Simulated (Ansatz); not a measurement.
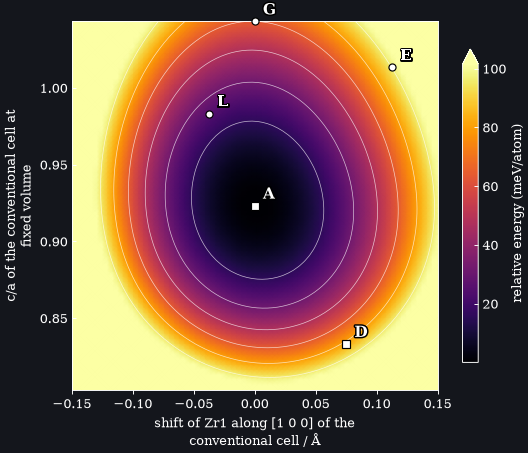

Zr₃O (P6_322, No. 182; 8 atoms in the cell). The energy is mapped over a free internal coordinate and the cell. Coordinates scanned: (1) shift of Zr1 along [1 0 0] of the conventional cell, Cartesian (1 0 0), its symmetry partners moved as symmetry demands (measured in the relaxed cell); (2) c/a of the conventional cell at fixed volume. Nothing is relaxed (all other coordinates fixed). The grid has 9 × 9 points. Points are written as (first, second). All energies are given in meV/atom relative to the lowest grid point. Method: DFT PBEsol, scalar-relativistic, plane waves, PAW in Ansatz 0.2.0. Settings: cutoff 520 eV, k-mesh 9×9×8 in the order of the run's cell vectors, gaussian smearing 0.15 eV, no spin polarisation.

In the figure: a smooth colour map with a few white contour lines, one colour for all values above the top of the scale, lettered points. Between grid points the surface is interpolated.

Question: Is E the lowest point of the computed grid?

Answer: No. E lies 96 meV/atom above the lowest grid point, which is at (0.000 Å, 0.923).

Question: What kind of point is each of A, D, E, L: minimum, saddle, maximum or slope?

Answer: A: minimum; D: on a slope; E: on a slope; L: on a slope. (In these two coordinates alone; a stationary point may lie a little off the grid point.)

PAW datasets: the set soft_1.
